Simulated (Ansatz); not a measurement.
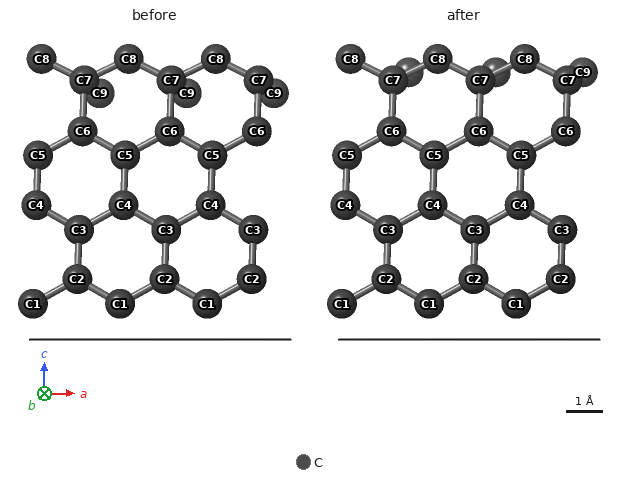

The structure of a slab of composition C (cut from the P6/mmm phase) before (left) and after (right) a constrained relaxation, at one scale.

The picture is a ball-and-stick view of the 3 × 1 repeat of the cell, outlined in the plane, without the vacuum, seen along the b axis.

Case: C over the place (4/6, 2/6) of the surface cell, its height relaxed. The slab is the (1 0 1) face of C with C on it. 8 atoms are held fixed.

Theory: DFT PBEsol, scalar-relativistic, plane waves, PAW in Ansatz 0.2.0. Set-up: plane-wave cutoff 420 eV; k-point mesh 12 × 4 × 1; occupations gaussian; smearing width 0.1 eV; no spin polarisation; dipole correction; atoms relaxed in a fixed cell; force threshold 0.02 eV/Å; at most 25 steps.

**Describe what moved and what it gained.**

The run was cut off at its time limit before the relaxation converged, so the last structure is only a point on the way. The largest move is that of C9, 0.59 Å along the normal (+c). The lattice vectors keep their values. Over 3 geometry steps the energy falls by 93.0 meV per cell of the calculation. Largest force component: 0.13 eV/Å at the start, 0.18 eV/Å at the end.

Limits of the set-up: the periodic images lie only 2.5 Å apart, so the values are limited by the cell's size.
